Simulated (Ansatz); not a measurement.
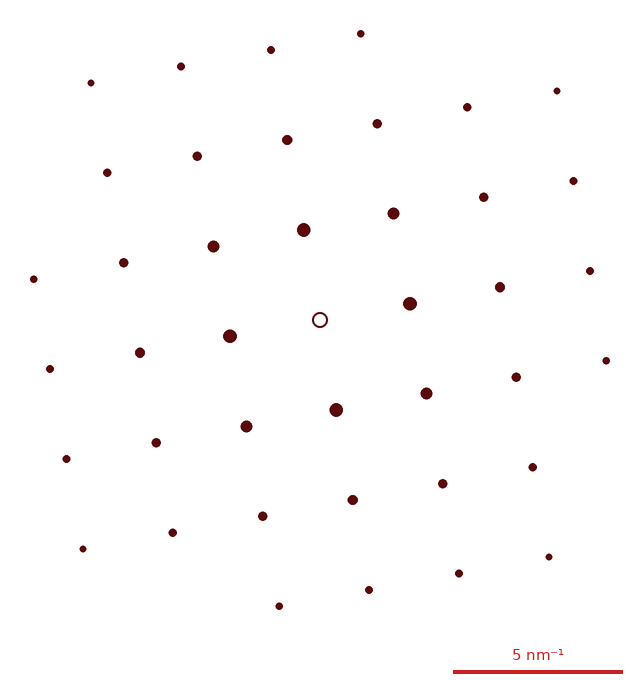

Kinematic zone-axis pattern, calculated for 200 keV electrons with B = 0.8 Å².

> Describe the geometry of this pattern.

The spots form a square net with both shortest vectors at d = 3.69 Å, 90.0° apart.

> What is the point symmetry of the pattern, intensities included?

4mm. A zero-layer kinematic pattern is always centrosymmetric (Friedel's law). A fourfold pattern needs a tetragonal or cubic crystal seen along a 4 or -4 axis.

> Which crystal and zone produced it?

This cannot be fixed from one zone alone; the pattern is [001] of Rb, space group Fd-3m (No. 227), a = 10.43 Å. The net vectors are 2 -2 0 and 2 2 0. Structure: the end point of a relaxation with DFT, r2SCAN, plane waves (500 eV) with PAW, scalar-relativistic (Ansatz); the starting structure was generated, so it need not be a known form of this composition.
